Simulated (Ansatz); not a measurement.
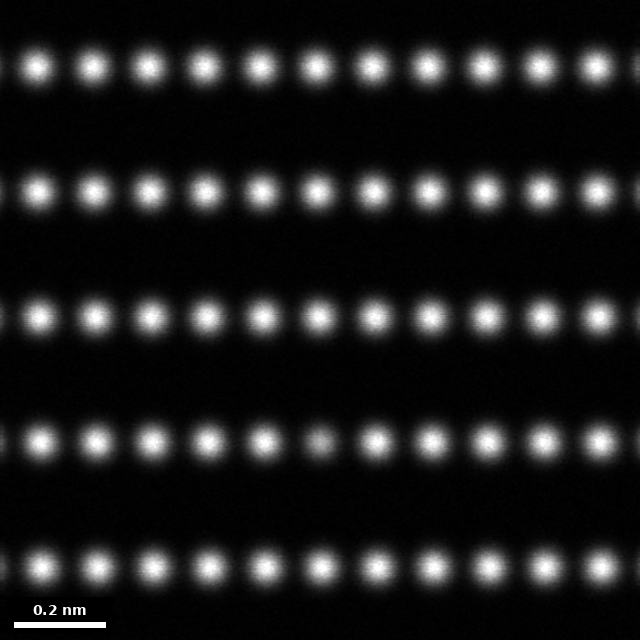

Z-contrast image of Ge (Pm-3m, No. 221) along [210]. Simulation: incoherent imaging, intensity Z^1.7 per atom, probe width 0.56 Å, thin sample. Shot noise and a slight drift were added.

The sample is 3 repeats (18.4 Å) thick. One point defect was put into the perfect crystal, without relaxing the atoms around it. Brightness is counted from the darkest point of the image. Host structure: the geometry relaxed with DFT, RPBE, plane waves (420 eV) with PAW, scalar-relativistic (Ansatz); the starting structure was generated, so it need not be a known form of this composition.

Where is the defect (in Å from the left and the top edge), and what does its contrast suggest?

Answer. At about 7 Å from the left and 10 Å from the top. The column is dimmer, which points to a vacancy or a lighter atom. The column holds 3 atoms (Ge) through the sample, and one Ge atom is missing, so its peak drops to about 65 % of that of its equals.
